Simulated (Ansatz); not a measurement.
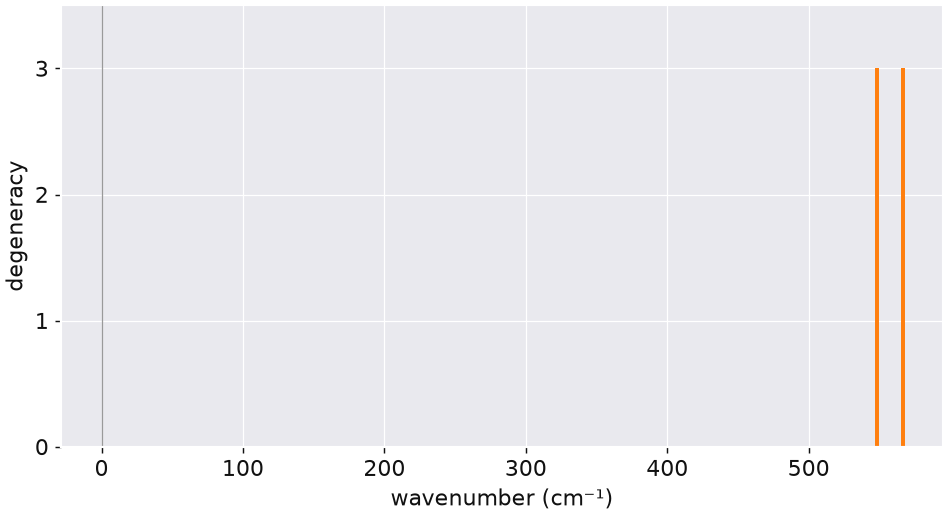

The picture above shows the zone-centre optical phonon frequencies (the three acoustic modes are left out) for Li₂S, space group Fm-3m (No. 225).

Starting cell:
```
Li S
1.0
     0.00000    2.54120    2.54120
     2.54120    0.00000    2.54120
     2.54120    2.54120    0.00000
Li S
2 1
Direct
  0.25000 0.25000 0.25000
  0.75000 0.75000 0.75000
  0.00000 0.00000 0.00000
```

Computed with Ansatz 0.2.0: harmonic phonon frequencies at the zone centre with atoms at rest in the given cell, without the long-range term of polar modes, the three translations left out, imaginary frequencies are negative; plane waves with PAW datasets, Γ-centred k mesh. Level: PBEsol, no spin polarisation.

wave cutoff 420 eV; k mesh 8×8×8; occupations fixed; pressure 25 GPa; phonon method linear response.

Q: Is the structure dynamically stable by these modes?

A: No frequency is imaginary, so the structure is stable to these displacements (zone-boundary modes weren't tested here).

Q: Where does the highest mode lie?

A: The highest mode lies at 566.4 cm⁻¹ (without the field of polar modes).

Q: List the optical modes with their degeneracies.

A: 548.6 (×3), 566.4 (×3) cm⁻¹.
